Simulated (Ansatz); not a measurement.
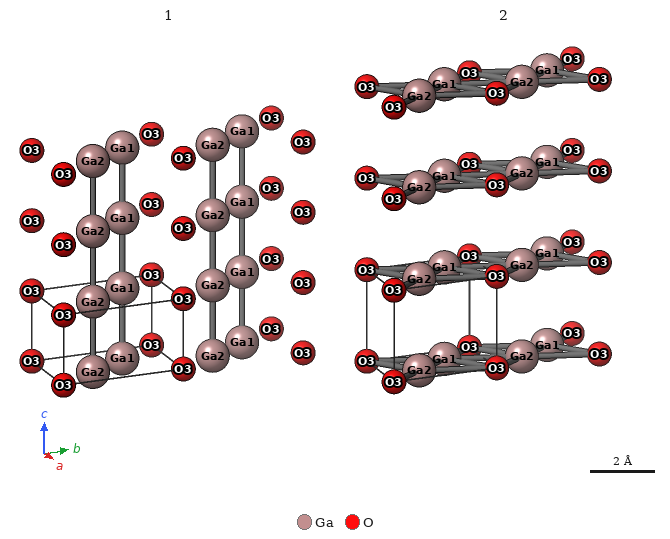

Two geometries of crystalline Ga2O (a generated structure, set up in P6/mmm) (coarse preliminary run), drawn at one scale. One is the start of a relaxation, the other its converged end. Style: ball-and-stick. Shown: the cell of the calculation, repeated 1 × 2 × 3 with one cell outlined, slightly off an axis.

All numbers below come from Ansatz, DFT PBE, scalar-relativistic, plane waves, PAW. (plane-wave cutoff 420 eV; k-point mesh 6 × 6 × 8; occupations gaussian; smearing width 0.1 eV; no spin polarisation; cell and atoms relaxed; force threshold 0.04 eV/Å; at most 70 steps)

### Which geometry has the lower energy?

Structure 2 is the relaxed one. The atoms keep their places relative to the cell (all moves are under 0.005 Å). Cell: a = b 5.016 → 4.300 Å (−14.3 %), c 2.232 → 2.908 Å (+30.3 %). Volume −4.3 %. Near-neighbour distances that change, for instance: Ga1–Ga1 2.232 → 2.908 Å, Ga1–O3 2.896 → 2.483 Å, Ga1–Ga2 2.896 → 2.483 Å. The space group stays P6/mmm (No. 191). After 10 accepted moves (14 points after the start) the energy has fallen by 1.196 eV per cell of the calculation. All forces vanish by symmetry, so only the cell relaxes. The pressure goes from 1.34 to 0.11 GPa. The line search rejected the trial step at point 10 of the run. The SCF was repeated 3 times at an unchanged geometry on a basis and grid sized afresh for the cell, which shifted the energy by 61.6 meV per cell of the calculation at most.
